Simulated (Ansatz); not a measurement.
# Bi: a changed input and its effect

System: Bi (P2₁/m, 4 atoms in the cell).
Method of the first run: Kohn-Sham DFT of a periodic cell, PBEsol, Ansatz PAW, no spin polarisation (Ansatz 0.2.0).

The structure derives from a Materials Project entry. Text and figures count atoms from 1; the logs count them from 0 in places.

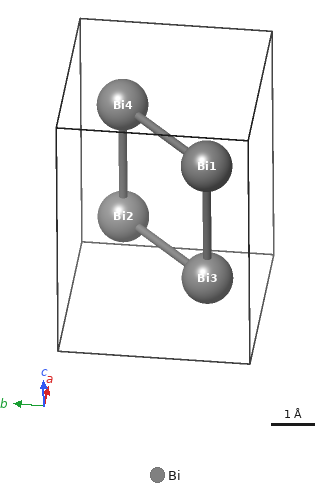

**Figure 1.** The input geometry (ball-and-stick view of the cell of the calculation, seen at an oblique angle; atoms are numbered from 1 in the order of the input). An atom can appear more than once, as a periodic image. Near neighbours in the periodic cell (some may lie outside the picture): Bi has 6 Bi at 3.24 to 3.26 Å.

### Input, the first run
```yaml
crystal:
  lattice:
    - [4.6584121839, 0.0, 0.0]
    - [0.0, 4.52638858, 0.0]
    - [-0.3459734563, 0.0, 6.5119480672]
  atoms:
    - { symbol: Bi, position: [0.25137492, 0.25, 0.74873338] }
    - { symbol: Bi, position: [0.74862508, 0.75, 0.25126662] }
    - { symbol: Bi, position: [0.24988769, 0.25, 0.24888033] }
    - { symbol: Bi, position: [0.75011231, 0.75, 0.75111967] }
hamiltonian:
  xc: pbesol
  pseudopotentials: { kind: paw }
kpoints:
  mp_grid: { grid: [6, 6, 4] }
scf:
  occupations: { method: fermi_dirac, width: 0.05 }
output:
  forces: true
  stress: true
  eigenvalues: true
```

Command:
```bash
ansatz run input.yaml --threads 2 --pin off --max-ram 5632MiB --backend cpu --events-out ev --progress --plain --runs-dir out
```

Hardware: 2 threads of Arm Neoverse V2, 24 GiB of memory available, shared host.

### Output, shortened to warnings, some set-up lines, iterations and results (the first run)
```
Basis set: ecut = 420 eV, 2669 PW (Γ), exchange–correlation on 64×64×90 points (8 copies of the dense FFT grid, shifted against one another)
Symmetry: 4 space group operations
k-points: 56 of 144
Initial density: superposition of atomic densities (neutral atoms: chi_scale 0, normalization atom), corrected by the library's trained network
[...]
SCF iter   1: F=—  HF=-48967.848247 eV  |F-HF|=—  |Δ(HF+E_count)|=         —  Δρ=1.78e-3  dr2=4.50e-3  ethr=1.77e-3  ⟨swp⟩=7.8  Hψ=20301  notcnv=0  defer=81
SCF iter   2: F=—  HF=-48967.847031 eV  |F-HF|=—  |Δ(HF+E_count)|=   1.22e-3  Δρ=9.82e-4  dr2=1.77e-3  ethr=7.50e-6  ⟨swp⟩=2.6  Hψ=4566  notcnv=0  defer=141
SCF iter   3: F=—  HF=-48967.846647 eV  |F-HF|=—  |Δ(HF+E_count)|=   3.83e-4  Δρ=2.59e-4  dr2=1.67e-4  ethr=2.94e-6  ⟨swp⟩=2.2  Hψ=3813  notcnv=0  defer=141
SCF iter   4: F=—  HF=-48967.846637 eV  |F-HF|=—  |Δ(HF+E_count)|=   1.03e-5  Δρ=7.17e-5  dr2=1.26e-5  ethr=2.78e-7  ⟨swp⟩=1.4  Hψ=2265  notcnv=0  defer=141
SCF iter   5: F=—  HF=-48967.846579 eV  |F-HF|=—  |Δ(HF+E_count)|=   5.78e-5  Δρ=3.42e-5  dr2=1.52e-6  ethr=2.09e-8  ⟨swp⟩=2.0  Hψ=3841  notcnv=0  defer=141
SCF iter   6: F=-48967.846579 eV  HF=-48967.846579 eV  |F-HF|=3.24e-8  |Δ(HF+E_count)|=   2.42e-7  Δρ=5.70e-6  dr2=4.59e-8  ethr=1.67e-10  ⟨swp⟩=11.3  Hψ=13826  notcnv=0
SCF 1 converged in 6 iterations: F = -48967.846579 eV  dr2 = 4.59e-8
SCF converged after 6 iterations
Free energy (F): -48967.846579 eV
Harris-Foulkes:  -48967.846579 eV  (|F-HF|=3.24e-8)
Internal energy: -48967.822577 eV  (E = F + TS)
E sigma→0 (E₀):  -48967.834578 eV
Entropy (-TS):   -0.024002 eV (-6.000 meV/atom)
Fermi energy:    9.897979 eV
--- Per-component energies (eV) ---
  E_band       = -423.926611
  E_kinetic    = 1209.568747
  E_local      = -6100.012857  (includes V_loc(G=0)·N_el)
  E_nonlocal   = 2246.519308
  E_hartree    = 1972.420165
  E_xc         = -600.011831
  E_vxc        = -575.275709  (∫ρ·V_xc dr)
  E_paw        = -42038.472951  (= ΣΔE_a)
  E_vpaw       = -1149.556837  (= ΣTr[D̂ρ^β])
  E_aug_tail   = -0.001835  (compensation charges beyond the density's cutoff)
  E_ewald      = -5658.190332
  E_core_change = 0.359009  (= ΣΔE_core)
  E_smearing   = -0.024002  (= −TS)
  E_closure    = -0.000000  (closes the sum)
  Σ components = -48967.846579   (vs F -48967.846579, Δ=0.00e0)
--- Forces (eV/Å), atoms counted from 1 ---
  atom   1  Bi    -0.00069538    -0.00000000     0.00013042
  atom   2  Bi     0.00069538     0.00000000    -0.00013042
  atom   3  Bi    -0.00077372    -0.00000000     0.00258748
  atom   4  Bi     0.00077372     0.00000000    -0.00258748
  max |Σ_I F_I| component: 0.00e0 eV/Å
--- Stress (GPa, compression-positive) ---
       -2.117245      -0.000000       0.267917
       -0.000000      -1.488383       0.000000
        0.267917       0.000000      -0.495347
  P = ⅓ Tr σ = -1.3670 GPa (-13.670 kbar)
```

The input of the second run differs as follows (lines with − go, lines with + come):
```diff
-    - [4.6584121839, 0.0, 0.0]
-    - [0.0, 4.52638858, 0.0]
-    - [-0.3459734563, 0.0, 6.5119480672]
+    - [4.6271467306, 0.0, 0.0]
+    - [0.0, 4.4960092178, 0.0]
+    - [-0.3436514168, 0.0, 6.4682424009]
```

Predict how the results change.

With the same functional and potentials, the second run lies 3.8 meV per atom lower. The pressure goes from −1.37 to −0.37 GPa. The volume per atom goes from 34.33 to 33.64 Å³. The cell is scaled evenly with the atoms at fixed fractional positions, so −ΔP/Δ ln V estimates the bulk modulus midway between the two volumes: about 49 GPa. The number of SCF iterations is the same. The plane waves at Γ go from 2669 to 2639.

### Output, shortened to warnings, some set-up lines, iterations and results (the second run)
```
Basis set: ecut = 420 eV, 2639 PW (Γ), exchange–correlation on 64×64×90 points (8 copies of the dense FFT grid, shifted against one another)
Symmetry: 4 space group operations
k-points: 56 of 144
Initial density: superposition of atomic densities (neutral atoms: chi_scale 0, normalization atom), corrected by the library's trained network
[...]
SCF iter   1: F=—  HF=-48967.863573 eV  |F-HF|=—  |Δ(HF+E_count)|=         —  Δρ=1.77e-3  dr2=4.29e-3  ethr=1.77e-3  ⟨swp⟩=7.7  Hψ=20262  notcnv=0  defer=87
SCF iter   2: F=—  HF=-48967.862080 eV  |F-HF|=—  |Δ(HF+E_count)|=   1.49e-3  Δρ=9.92e-4  dr2=1.70e-3  ethr=7.15e-6  ⟨swp⟩=2.6  Hψ=4531  notcnv=0  defer=153
SCF iter   3: F=—  HF=-48967.861679 eV  |F-HF|=—  |Δ(HF+E_count)|=   4.01e-4  Δρ=2.53e-4  dr2=1.43e-4  ethr=2.83e-6  ⟨swp⟩=2.1  Hψ=3779  notcnv=0  defer=153
SCF iter   4: F=—  HF=-48967.861669 eV  |F-HF|=—  |Δ(HF+E_count)|=   1.01e-5  Δρ=9.02e-5  dr2=1.66e-5  ethr=2.39e-7  ⟨swp⟩=2.2  Hψ=3724  notcnv=0  defer=153
SCF iter   5: F=—  HF=-48967.861640 eV  |F-HF|=—  |Δ(HF+E_count)|=   2.89e-5  Δρ=4.04e-5  dr2=1.86e-6  ethr=2.77e-8  ⟨swp⟩=2.0  Hψ=3833  notcnv=0  defer=153
SCF iter   6: F=-48967.861639 eV  HF=-48967.861639 eV  |F-HF|=3.24e-8  |Δ(HF+E_count)|=   3.46e-7  Δρ=5.90e-6  dr2=4.52e-8  ethr=1.67e-10  ⟨swp⟩=11.0  Hψ=14387  notcnv=0
SCF 1 converged in 6 iterations: F = -48967.861639 eV  dr2 = 4.52e-8
SCF converged after 6 iterations
Free energy (F): -48967.861639 eV
Harris-Foulkes:  -48967.861639 eV  (|F-HF|=3.24e-8)
Internal energy: -48967.838054 eV  (E = F + TS)
E sigma→0 (E₀):  -48967.849847 eV
Entropy (-TS):   -0.023585 eV (-5.896 meV/atom)
Fermi energy:    10.210372 eV
--- Per-component energies (eV) ---
  E_band       = -407.124996
  E_kinetic    = 1210.824106
  E_local      = -6041.130693  (includes V_loc(G=0)·N_el)
  E_nonlocal   = 2246.520012
  E_hartree    = 1951.120830
  E_xc         = -600.665518
  E_vxc        = -576.145456  (∫ρ·V_xc dr)
  E_paw        = -42038.441458  (= ΣΔE_a)
  E_vpaw       = -1149.425721  (= ΣTr[D̂ρ^β])
  E_aug_tail   = -0.001835  (compensation charges beyond the density's cutoff)
  E_ewald      = -5696.422508
  E_core_change = 0.359009  (= ΣΔE_core)
  E_smearing   = -0.023585  (= −TS)
  E_closure    = -0.000000  (closes the sum)
  Σ components = -48967.861639   (vs F -48967.861639, Δ=0.00e0)
--- Forces (eV/Å), atoms counted from 1 ---
  atom   1  Bi    -0.00325216    -0.00000000     0.00006637
  atom   2  Bi     0.00325216     0.00000000    -0.00006637
  atom   3  Bi    -0.00348456    -0.00000000     0.00132990
  atom   4  Bi     0.00348456     0.00000000    -0.00132990
  max |Σ_I F_I| component: 0.00e0 eV/Å
--- Stress (GPa, compression-positive) ---
       -1.120851      -0.000000       0.243918
       -0.000000      -0.508495       0.000000
        0.243918       0.000000       0.517099
  P = ⅓ Tr σ = -0.3707 GPa (-3.707 kbar)
```

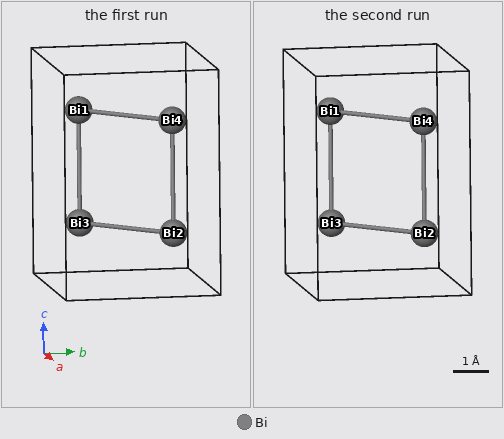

**Figure 2.** The two input geometries at one scale (ball-and-stick view of the cell of the calculation, seen slightly off an axis). The atoms keep their places relative to the cell (all moves are under 0.005 Å). The volume changes by −2.0 %, with a 4.658 → 4.627 Å (−0.7 %), b 4.526 → 4.496 Å (−0.7 %), c 6.521 → 6.477 Å (−0.7 %). Among the contacts that change: Bi1–Bi3 3.259 → 3.237 Å, Bi1–Bi4 3.253 → 3.231 Å.

### The two runs side by side

| quantity | the first run | the second run |
| --- | --- | --- |
| outcome | converged | converged |
| free energy per atom (eV) | −12241.9616 | −12241.9654 |
| energy per atom, smearing taken to zero (eV) | −12241.9586 | −12241.9625 |
| gap on the mesh (eV) | 0.00 | 0.00 |
| pressure (GPa) | −1.37 | −0.37 |
| volume per atom (Å³) | 34.33 | 33.64 |
| largest force (eV/Å) | 0.003 | 0.004 |
| SCF iterations | 6 | 6 |
| irreducible k-points | 56 | 56 |
| plane waves at Γ | 2669 | 2639 |
| wall time (shared host) | 8.8 s | 9.2 s |

For both runs: Spin–orbit coupling is left out, which matters for Bi.
